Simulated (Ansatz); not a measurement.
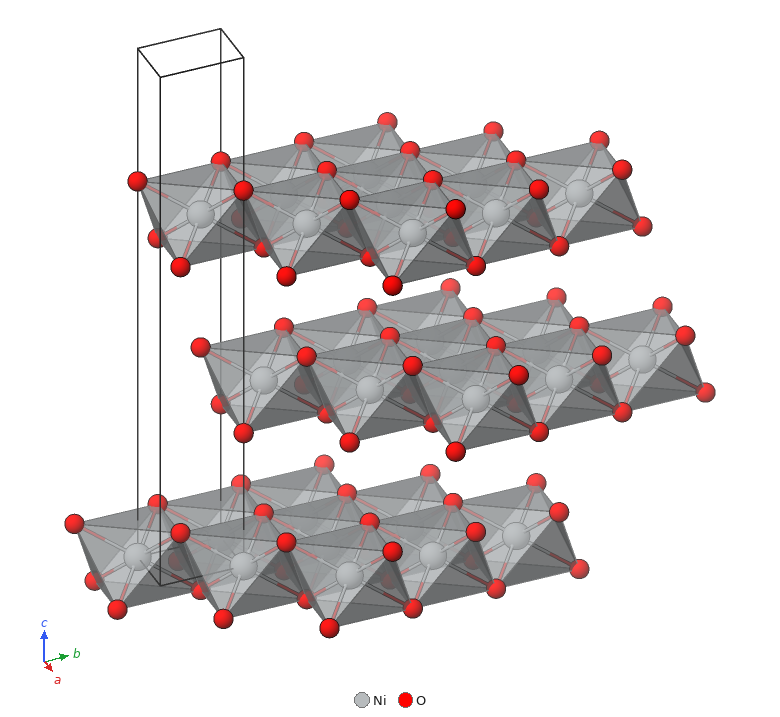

Polyhedra are drawn about Ni (bonds: Ni–O below 2.1 Å); other atoms are plain spheres.

System NiO₂ (space group R-3m, No. 166); source of the atomic positions: the geometry relaxed at fixed volume with Ansatz 0.2.0, DFT r2SCAN, scalar-relativistic, plane waves, PAW.

Question: What figure surrounds each Ni atom, and what does it share with the other drawn polyhedra?

Answer: Ni: NiO6 octahedron, sharing edges with six neighbours.

Question: What is the connectivity of the polyhedra: isolated, groups, chains, layers or framework?

Answer: They form layers of edge-sharing octahedra parallel to (001).

Question: How far apart are the centres of linked polyhedra?

Answer: Centre to centre across a shared edge: 2.77 Å.
